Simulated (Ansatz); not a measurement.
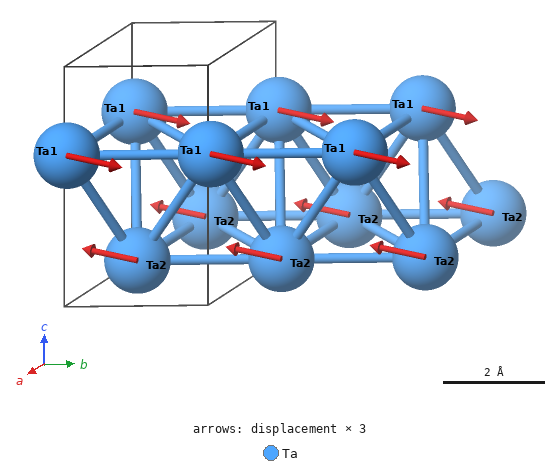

This is a relaxation of crystalline Ta (set up in P6_3/mmc). The starting structure is drawn; red arrows show the displacements (the part carried along by the change of the cell is left out), magnified 3 times.

The picture is a ball-and-stick view of the cell of the calculation, repeated 2 × 3 × 1 with one cell outlined, seen from a free direction.

Method: DFT PBEsol, scalar-relativistic, plane waves, PAW (Ansatz). Set-up: plane-wave cutoff 420 eV; k-point mesh 12 × 12 × 8; occupations gaussian; smearing width 0.15 eV; no spin polarisation.

Q: What happened in the run?

A: The largest moves relative to the cell, 0.41 Å, are those of Ta1 and Ta2. Ta1 goes along [1 2 0]. The volume changes by +4.9 %, with a 2.867 → 3.049 Å (+6.4 %), b 2.867 → 3.013 Å (+5.1 %), c 5.091 → 5.226 Å (+2.7 %), α 90.0° → 94.3°, β 90.0° → 90.7°, γ 120.0° → 127.3°. Among the contacts that change: Ta1–Ta2 4.176 → 3.369 Å, Ta1–Ta2 (another image) 3.037 → 3.744 Å, Ta1–Ta2 (another image) 3.037 → 3.379 Å, Ta1–Ta1 2.867 → 3.049 Å. The space group (tolerance 0.01 Å) goes from P6_3/mmc (No. 194) to P-1 (No. 2).
